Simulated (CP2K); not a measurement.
# AlNi: 6 runs along one coordinate

System: AlNi (Pm-3m, 2 atoms in the cell).
Method: Kohn-Sham DFT of a periodic cell, PBEsol, GTH-PBE with UZH-TZVP basis (short-range sets on d metals), spin-polarised (CP2K 2026.2).

The 6 runs differ only in the geometry, by an even scaling of the cell at fixed fractional positions. The structure derives from an entry of the Crystallography Open Database.

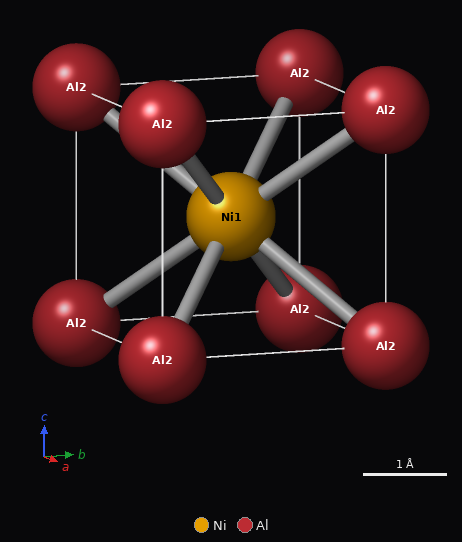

Figure 1. The structure of run 4 (ball-and-stick view of the cell of the calculation, seen slightly off an axis; atoms are numbered from 1 in the order of the input).

## Input of run 4
```
&GLOBAL
  PROJECT alni_eos
  RUN_TYPE ENERGY_FORCE
  PRINT_LEVEL LOW
&END GLOBAL
&FORCE_EVAL
  METHOD QS
  STRESS_TENSOR ANALYTICAL
  &DFT
    BASIS_SET_FILE_NAME BASIS_MOLOPT_UCL
    BASIS_SET_FILE_NAME BASIS_MOLOPT_UZH
    POTENTIAL_FILE_NAME GTH_POTENTIALS
    UKS T
    MULTIPLICITY 2
    WFN_RESTART_FILE_NAME previous-RESTART.kp
    &MGRID
      CUTOFF 600
      REL_CUTOFF 60
      NGRIDS 4
    &END MGRID
    &QS
      METHOD GPW
      EPS_DEFAULT 1.0E-9
    &END QS
    &KPOINTS
      SCHEME MONKHORST-PACK 9 9 9
      GAMMA_CENTERED T
      SYMMETRY T
      SYMMETRY_BACKEND SPGLIB
    &END KPOINTS
    &SCF
      SCF_GUESS RESTART
      EPS_SCF 1.0E-6
      MAX_SCF 150
      ADDED_MOS 13 14
      CHOLESKY OFF
      EPS_EIGVAL 1.0E-7
      &DIAGONALIZATION ON
        ALGORITHM STANDARD
      &END DIAGONALIZATION
      &MIXING ON
        METHOD PULAY_MIXING
        ALPHA 0.4
        BETA 1.5
        NBUFFER 6
      &END MIXING
      &SMEAR ON
        METHOD FERMI_DIRAC
        ELECTRONIC_TEMPERATURE 580.23
      &END SMEAR
    &END SCF
    &XC
      &XC_FUNCTIONAL
        &PBE
          PARAMETRIZATION PBESOL
        &END PBE
      &END XC_FUNCTIONAL
    &END XC
    &PRINT
      &KPOINTS ON
      &END KPOINTS
      &MULLIKEN ON
      &END MULLIKEN
      &MO ON
        ENERGIES T
        OCCUPATION_NUMBERS T
        &EACH
          QS_SCF 0
        &END EACH
        ADD_LAST NUMERIC
      &END MO
    &END PRINT
  &END DFT
  &SUBSYS
    &CELL
      ABC 2.9000800262 2.9000800262 2.9000800262
      ALPHA_BETA_GAMMA 90.0000000000 90.0000000000 90.0000000000
      PERIODIC XYZ
    &END CELL
    &COORD
      SCALED
      Ni  0.5000000000 0.5000000000 0.5000000000
      Al  0.0000000000 0.0000000000 0.0000000000
    &END COORD
    &KIND Ni
      BASIS_SET TZVP-MOLOPT-SR-GTH-q18
      POTENTIAL GTH-PBE-q18
      MAGNETIZATION 1.0
    &END KIND
    &KIND Al
      BASIS_SET TZVP-MOLOPT-PBE-GTH-q3
      POTENTIAL GTH-PBE-q3
      POTENTIAL_FILE_NAME POTENTIAL_UZH
    &END KIND
    &PRINT
      &ATOMIC_COORDINATES ON
      &END ATOMIC_COORDINATES
      &CELL ON
      &END CELL
    &END PRINT
  &END SUBSYS
  &PRINT
    &FORCES ON
    &END FORCES
    &STRESS_TENSOR ON
    &END STRESS_TENSOR
  &END PRINT
&END FORCE_EVAL
```

Command:
```bash
OMP_NUM_THREADS=1 cp2k.psmp -i alni_eos.inp -o alni_eos.out
```

Run 2 differs from it as follows:
```diff
-      ABC 2.9000800262 2.9000800262 2.9000800262
+      ABC 2.8420627945 2.8420627945 2.8420627945
```

## Results, with one run withheld

```csv
run,volume per atom (Å³),"free energy per atom, from the lowest run given (meV)",pressure (GPa)
1,11.239,16.25,9.59
2,11.478,?,?
3,11.717,0.00,1.53
4,12.196,5.47,−4.96
5,12.435,14.97,−7.73
6,12.674,28.39,−10.21
```

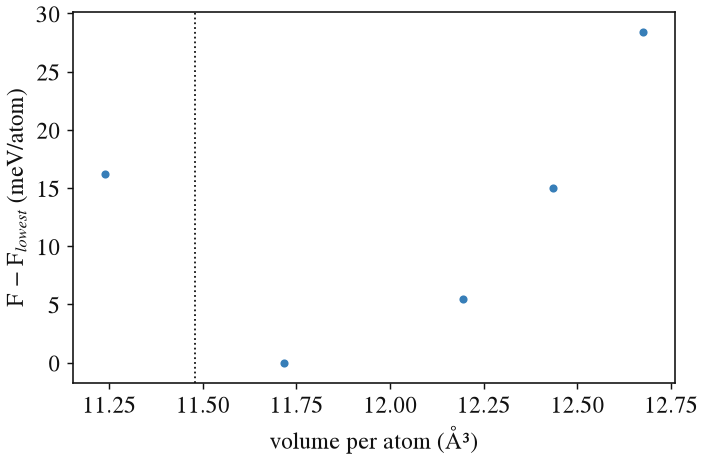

Figure 2. Free energy per atom of the runs given; the dotted line marks run 2.

Estimate the energy of run 2 from the others.

A cubic polynomial in V^(−2/3) (the Birch–Murnaghan form), fitted to the 5 runs given, misses them by under 0.01 meV per atom. With x = V^(−2/3) − 0.19043 Å⁻², it reads F = 1.4573 − 1725.3 x + 3.7908e+05 x² + 3.6215e+05 x³ (meV per atom). At run 2 it gives 5.11 meV per atom, and the run itself gives 5.08. The slope of the fit gives a pressure −dF/dV of 5.37 GPa there, and the run prints 5.33 GPa. The fit has its minimum at 11.822 Å³ per atom, where V d²F/dV² gives 171 GPa: the bulk modulus at this level, since symmetry fixes the shape and the positions.

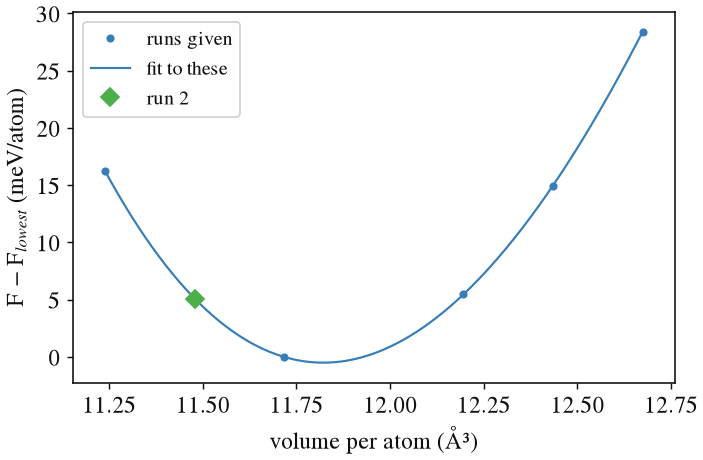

Figure 3. The fit and the withheld run.

## Some lines of the output (run 2)
```
[...]
 CELL| Volume [angstrom^3]:                                            22.956253
 CELL_REF| Volume [angstrom^3]:                                        22.956253
                        Smear method:                                FERMI_DIRAC
  Step     Update method      Time    Convergence         Total energy    Change
  Fermi energy:                                                 0.42206049448029
  Total energy:                                              -171.21816653036075
  Total energy (extrapolated to T->0):                       -171.21805311538199
 MO| E(Fermi):            0.422060 a.u.         11.484850 eV
 MO| Band gap:            0.045845 a.u.          1.247493 eV
```
